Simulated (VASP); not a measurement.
## Geometry relaxation of Zn2Ga2O3 (part 3 of 5)

Continued. System: Zn2Ga2O3 (P6/mmm, 7 atoms in the cell). Method: Kohn-Sham DFT of a periodic cell, PBE, VASP PAW PBE potentials, recommended, no spin polarisation (VASP 6.6.1); cutoff 520 eV, 4×4×2 k-mesh, Gaussian smearing of 0.15 eV. The structure was built on a prototype by a generator; it need not be a known phase.

Geometry of the input (Å; fractional positions):
```
3.9941  0.0000  0.0000
-1.9970  3.4590  0.0000
0.0000  0.0000  6.5826
Zn 0.0000  0.0000  0.3025
Zn 0.0000  0.0000  0.6975
Ga 0.3333  0.6667  0.5000
Ga 0.6667  0.3333  0.5000
O  0.5000  0.0000  0.0000
O  -0.0000  0.5000  0.0000
O  0.5000  0.5000  0.0000
```

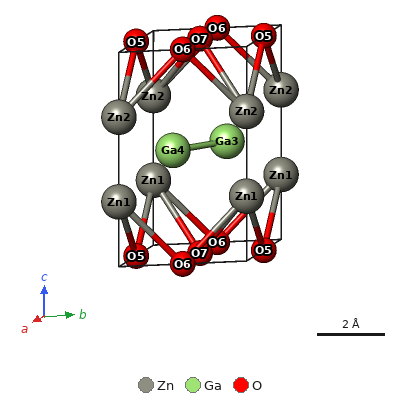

*The input geometry (ball-and-stick view of the cell of the calculation, seen slightly off an axis; atoms are numbered from 1 in the order of the input). An atom can appear more than once, as a periodic image.*

### Parts of OUTCAR, continued
```
 k-point     3 :       0.5000    0.0000    0.0000
  band No.  band energies     occupation
      1     -15.4048      2.00000
      2     -14.1814      2.00000
      3     -12.1862      2.00000
      4     -11.2935      2.00000
      5     -11.2365      2.00000
      6     -11.0939      2.00000
      7     -11.0600      2.00000
      8     -10.9619      2.00000
      9     -10.7438      2.00000
     10     -10.6888      2.00000
     11     -10.6097      2.00000
     12     -10.4437      2.00000
     13     -10.4343      2.00000
     14      -3.9441      2.00000
     15      -3.7692      2.00000
     16      -3.0805      2.00000
     17      -3.0164      2.00000
     18      -2.8561      2.00000
     19      -2.7224      2.00000
     20      -2.6940      2.00000
     21      -2.6062      2.00000
     22      -2.5679      2.00000
     23      -2.5655      2.00000
     24      -2.5005      2.00000
     25      -2.0827      2.00000
     26      -1.7617      2.00000
     27      -0.8160      2.00000
     28       0.3435      2.00000
     29       0.7226      2.00000
     30       1.1373      2.00000
     31       2.1903      2.00000
     32       2.2034      2.00000
     33       2.2676      2.00000
     34       3.1272      2.00000
     35       4.5023      0.00512
     36       4.7417      0.00000
     37       5.2865      0.00000
     38       6.0339      0.00000
     39       8.3551      0.00000
     40       8.9495      0.00000

 k-point     4 :       0.2500    0.2500    0.0000
  band No.  band energies     occupation
      1     -15.4494      2.00000
      2     -14.0510      2.00000
      3     -12.3104      2.00000
      4     -11.3488      2.00000
      5     -11.1474      2.00000
      6     -11.1186      2.00000
      7     -11.0798      2.00000
      8     -10.9196      2.00000
      9     -10.7769      2.00000
     10     -10.6446      2.00000
     11     -10.5989      2.00000
     12     -10.5901      2.00000
     13     -10.3395      2.00000
     14      -4.2336      2.00000
     15      -3.3269      2.00000
     16      -3.3147      2.00000
     17      -2.7747      2.00000
     18      -2.7476      2.00000
     19      -2.7140      2.00000
     20      -2.6630      2.00000
     21      -2.6213      2.00000
     22      -2.6096      2.00000
     23      -2.5171      2.00000
     24      -2.4563      2.00000
     25      -1.8521      2.00000
     26      -1.1259      2.00000
     27      -0.8911      2.00000
     28      -0.6036      2.00000
     29       0.5168      2.00000
     30       0.8528      2.00000
     31       1.7131      2.00000
     32       1.7290      2.00000
     33       1.7893      2.00000
     34       4.0740      1.78481
     35       4.3227      0.26876
     36       5.2592      0.00000
     37       6.1856      0.00000
     38       7.1516      0.00000
     39       7.5178      0.00000
     40       9.9681      0.00000

 k-point     5 :       0.0000    0.0000    0.5000
  band No.  band energies     occupation
      1     -16.6432      2.00000
      2     -11.9885      2.00000
      3     -11.9885      2.00000
      4     -11.2027      2.00000
      5     -11.0064      2.00000
      6     -11.0064      2.00000
      7     -11.0034      2.00000
      8     -11.0034      2.00000
      9     -10.7656      2.00000
     10     -10.7656      2.00000
     11     -10.6547      2.00000
     12     -10.6547      2.00000
     13     -10.6124      2.00000
     14      -6.3783      2.00000
     15      -3.5273      2.00000
     16      -3.5273      2.00000
     17      -3.4950      2.00000
     18      -3.0432      2.00000
     19      -2.9143      2.00000
     20      -2.7613      2.00000
     21      -2.7613      2.00000
     22      -2.6327      2.00000
     23      -2.6327      2.00000
     24      -2.5422      2.00000
     25      -2.5422      2.00000
     26      -0.8500      2.00000
     27      -0.8500      2.00000
     28      -0.8332      2.00000
     29      -0.0852      2.00000
     30       2.6711      2.00000
     31       2.6711      2.00000
     32       5.0307      0.00000
     33       5.3689      0.00000
     34       5.3689      0.00000
     35       6.2349      0.00000
     36       6.2349      0.00000
     37       7.1376      0.00000
     38       7.2876      0.00000
     39       7.5994      0.00000
     40       7.5995      0.00000

 k-point     6 :       0.2500    0.0000    0.5000
  band No.  band energies     occupation
      1     -16.2123      2.00000
      2     -12.9405      2.00000
      3     -12.0908      2.00000
      4     -11.2171      2.00000
      5     -11.1536      2.00000
      6     -11.1096      2.00000
      7     -11.0330      2.00000
      8     -10.9859      2.00000
      9     -10.6967      2.00000
     10     -10.6778      2.00000
     11     -10.6309      2.00000
     12     -10.5671      2.00000
     13     -10.5481      2.00000
     14      -5.6582      2.00000
     15      -3.5885      2.00000
     16      -3.2452      2.00000
     17      -2.9972      2.00000
     18      -2.8701      2.00000
     19      -2.7594      2.00000
     20      -2.6765      2.00000
     21      -2.6614      2.00000
     22      -2.6518      2.00000
     23      -2.6048      2.00000
     24      -2.5925      2.00000
     25      -2.2512      2.00000
     26      -1.3090      2.00000
     27      -0.4406      2.00000
     28      -0.2097      2.00000
     29       0.7493      2.00000
     30       0.9980      2.00000
     31       2.2216      2.00000
     32       2.5418      2.00000
     33       4.0738      1.78553
     34       4.1320      1.51140
     35       4.7171      0.00000
     36       5.1495      0.00000
     37       6.0663      0.00000
     38       7.1354      0.00000
     39       8.4112      0.00000
     40       9.6848      0.00000

 k-point     7 :       0.5000    0.0000    0.5000
  band No.  band energies     occupation
      1     -15.4033      2.00000
      2     -14.1802      2.00000
      3     -12.1882      2.00000
      4     -11.2935      2.00000
      5     -11.2367      2.00000
      6     -11.0947      2.00000
      7     -11.0567      2.00000
      8     -10.9592      2.00000
      9     -10.7430      2.00000
     10     -10.6902      2.00000
     11     -10.6098      2.00000
     12     -10.4455      2.00000
     13     -10.4343      2.00000
     14      -3.9835      2.00000
     15      -3.6284      2.00000
     16      -3.3069      2.00000
     17      -2.9359      2.00000
     18      -2.8344      2.00000
     19      -2.7824      2.00000
     20      -2.7169      2.00000
     21      -2.7024      2.00000
     22      -2.6809      2.00000
     23      -2.5710      2.00000
     24      -2.4309      2.00000
     25      -2.1860      2.00000
     26      -2.1794      2.00000
     27       0.4193      2.00000
     28       0.5133      2.00000
     29       1.3204      2.00000
     30       1.3229      2.00000
     31       1.7166      2.00000
     32       2.1623      2.00000
     33       2.2677      2.00000
     34       3.5680      2.00000
     35       3.6712      2.00000
     36       3.9560      1.98129
     37       4.4438      0.02459
     38       6.0339      0.00000
     39       8.8585      0.00000
     40       9.9587      0.00000

 k-point     8 :       0.2500    0.2500    0.5000
  band No.  band energies     occupation
      1     -15.4478      2.00000
      2     -14.0501      2.00000
      3     -12.3130      2.00000
      4     -11.3488      2.00000
      5     -11.1474      2.00000
      6     -11.1191      2.00000
      7     -11.0746      2.00000
      8     -10.9181      2.00000
      9     -10.7758      2.00000
     10     -10.6466      2.00000
     11     -10.5989      2.00000
     12     -10.5918      2.00000
     13     -10.3397      2.00000
     14      -4.3025      2.00000
     15      -3.2691      2.00000
     16      -3.1370      2.00000
     17      -2.9776      2.00000
     18      -2.8458      2.00000
     19      -2.7483      2.00000
     20      -2.7365      2.00000
     21      -2.7280      2.00000
     22      -2.6338      2.00000
     23      -2.5923      2.00000
     24      -2.4689      2.00000
     25      -1.8134      2.00000
     26      -0.9536      2.00000
     27      -0.8854      2.00000
     28      -0.1907      2.00000
     29       0.3374      2.00000
     30       1.6032      2.00000
     31       1.6298      2.00000
     32       1.6419      2.00000
     33       2.6495      2.00000
     34       2.7628      2.00000
     35       4.2400      0.74426
     36       5.2272      0.00000
     37       5.9625      0.00000
     38       6.3079      0.00000
     39       7.6688      0.00000
     40       9.7196      0.00000

[... ionic steps 4 to 11 ...]

--------------------------------------- Ionic step       12  -------------------------------------------

 number of electron      67.9999805 magnetization

------------------------ aborting loop because EDIFF is reached ----------------------------------------

  FORCE on cell =-STRESS in cart. coord.  units (eV):
  Direction    XX          YY          ZZ          XY          YZ          ZX
  --------------------------------------------------------------------------------------
  -------------------------------------------------------------------------------------
  Total       -0.0012140     -0.0012140     -0.5529953     -0.0000000      0.0000000     -0.0000000
  in kB       -0.0202391     -0.0202391     -9.2189588     -0.0000000      0.0000000     -0.0000000
  external PRESSURE =      -3.0864790 kB  Pullay stress =       0.0000000 kB

 VOLUME and BASIS-vectors are now :
 -----------------------------------------------------------------------------
  energy-cutoff  :      520.00
  volume of cell :       96.11
      direct lattice vectors                 reciprocal lattice vectors
     4.171888764  0.000000000 -0.000000000     0.239699584  0.138390619 -0.000000000
    -2.085944377  3.612961643  0.000000000    -0.000000000  0.276781239  0.000000000
     0.000000000 -0.000000000  6.376084230     0.000000000  0.000000000  0.156836071

 POSITION                                       TOTAL-FORCE (eV/Angst)
 -----------------------------------------------------------------------------------
      0.00000     -0.00000      1.26070         0.000000     -0.000000     -0.143599
      0.00000     -0.00000      5.11539        -0.000000      0.000000      0.143599
     -0.00000      2.40864      3.18804        -0.000000     -0.000000      0.000000
      2.08594      1.20432      3.18804         0.000000      0.000000      0.000000
      2.08594      0.00000      6.37608        -0.000000     -0.000000      0.000000
     -1.04297      1.80648      6.37608        -0.000000     -0.000000      0.000000
      1.04297      1.80648      6.37608        -0.000000     -0.000000      0.000000
 -----------------------------------------------------------------------------------
    total drift:                               -0.000000      0.000000     -0.000000

  FREE ENERGIE OF THE ION-ELECTRON SYSTEM (eV)
  ---------------------------------------------------
  free  energy   TOTEN  =       -19.5373932226 eV

  energy  without entropy=      -19.4462924969  energy(sigma->0) =      -19.49184286

--------------------------------------- Ionic step       13  -------------------------------------------

 number of electron      67.9999803 magnetization

------------------------ aborting loop because EDIFF is reached ----------------------------------------

  FORCE on cell =-STRESS in cart. coord.  units (eV):
  Direction    XX          YY          ZZ          XY          YZ          ZX
  --------------------------------------------------------------------------------------
  -------------------------------------------------------------------------------------
  Total        0.3580802      0.3580802     -0.1718455      0.0000000      0.0000000     -0.0000000
  in kB        5.9775465      5.9775464     -2.8686712      0.0000000      0.0000000     -0.0000000
  external PRESSURE =       3.0288072 kB  Pullay stress =       0.0000000 kB

 VOLUME and BASIS-vectors are now :
 -----------------------------------------------------------------------------
  energy-cutoff  :      520.00
  volume of cell :       95.98
      direct lattice vectors                 reciprocal lattice vectors
     4.169806088  0.000000000 -0.000000000     0.239819305  0.138459741 -0.000000000
    -2.084903039  3.611157993  0.000000000    -0.000000000  0.276919482  0.000000000
     0.000000000 -0.000000000  6.373904364     0.000000000  0.000000000  0.156889709

 POSITION                                       TOTAL-FORCE (eV/Angst)
 -----------------------------------------------------------------------------------
      0.00000     -0.00000      1.25963        -0.000000      0.000000     -0.110888
      0.00000     -0.00000      5.11427         0.000000     -0.000000      0.110888
     -0.00000      2.40744      3.18695        -0.000000     -0.000000     -0.000000
      2.08490      1.20372      3.18695        -0.000000      0.000000      0.000000
      2.08490      0.00000     -0.00000        -0.000000      0.000000     -0.000000
     -1.04245      1.80558      0.00000        -0.000000      0.000000     -0.000000
      1.04245      1.80558     -0.00000        -0.000000      0.000000     -0.000000
 -----------------------------------------------------------------------------------
    total drift:                                0.000000      0.000000     -0.000000

  FREE ENERGIE OF THE ION-ELECTRON SYSTEM (eV)
  ---------------------------------------------------
  free  energy   TOTEN  =       -19.5374402684 eV

  energy  without entropy=      -19.4464919584  energy(sigma->0) =      -19.49196611

--------------------------------------- Ionic step       14  -------------------------------------------

 number of electron      67.9999820 magnetization

 Free energy of the ion-electron system (eV)
  ---------------------------------------------------
  ext. energy  EPLUGINS =         0.00000000
  ---------------------------------------------------
  free energy    TOTEN  =       -19.53992262 eV

  energy without entropy =      -19.45039015  energy(sigma->0) =      -19.49515639

 E-fermi :   3.3567     XC(G=0): -11.0396     alpha+bet : -9.2533

 val. band max:        3.3472820059   @ k =   0.2500   0.0000   0.5000
 cond. band min:       3.3761424968   @ k =   0.5000   0.0000   0.5000
 fundamental gap:      0.0288604909
 Fermi energy:         3.3566613266

 k-point     1 :       0.0000    0.0000    0.0000
  band No.  band energies     occupation
      1     -16.5222      2.00000
      2     -12.6542      2.00000
      3     -12.6542      2.00000
      4     -11.8333      2.00000
      5     -11.6870      2.00000
      6     -11.6870      2.00000
      7     -11.6674      2.00000
      8     -11.6674      2.00000
      9     -11.4677      2.00000
     10     -11.4677      2.00000
     11     -11.4134      2.00000
     12     -11.4134      2.00000
     13     -11.3829      2.00000
     14      -6.2429      2.00000
     15      -4.0695      2.00000
     16      -4.0695      2.00000
     17      -3.8252      2.00000
     18      -3.6682      2.00000
     19      -3.3229      2.00000
     20      -3.3229      2.00000
     21      -3.3116      2.00000
     22      -3.2030      2.00000
     23      -3.2030      2.00000
     24      -3.1970      2.00000
     25      -3.1970      2.00000
     26      -2.2652      2.00000
     27      -1.2895      2.00000
     28      -1.2895      2.00000
     29       2.0960      2.00000
     30       2.0960      2.00000
     31       2.3784      2.00000
     32       2.8035      2.00000
     33       4.0245      0.00000
     34       4.2913      0.00000
     35       4.2913      0.00000
     36       5.1324      0.00000
     37       5.1325      0.00000
     38       5.5613      0.00000
     39       7.1184      0.00000
     40       7.1184      0.00000

 k-point     2 :       0.2500    0.0000    0.0000
  band No.  band energies     occupation
      1     -16.1462      2.00000
      2     -13.3900      2.00000
      3     -12.7241      2.00000
      4     -11.8407      2.00000
      5     -11.7839      2.00000
      6     -11.7563      2.00000
      7     -11.7059      2.00000
      8     -11.6682      2.00000
      9     -11.4453      2.00000
     10     -11.4206      2.00000
     11     -11.3960      2.00000
     12     -11.3185      2.00000
     13     -11.3122      2.00000
     14      -5.6430      2.00000
     15      -3.9614      2.00000
     16      -3.8913      2.00000
     17      -3.7813      2.00000
     18      -3.4337      2.00000
     19      -3.2999      2.00000
     20      -3.2621      2.00000
     21      -3.2538      2.00000
     22      -3.2323      2.00000
     23      -3.2315      2.00000
     24      -3.2065      2.00000
     25      -2.4348      2.00000
     26      -1.9586      2.00000
     27      -1.7989      2.00000
     28      -0.7064      2.00000
     29       0.5619      2.00000
     30       1.3465      2.00000
     31       1.8663      2.00000
     32       2.8781      1.99999
     33       3.0103      1.99891
     34       3.2762      1.55188
     35       3.3061      1.36664
     36       4.3013      0.00000
     37       5.0042      0.00000
     38       5.6837      0.00000
     39       6.5658      0.00000
     40       8.8104      0.00000
```
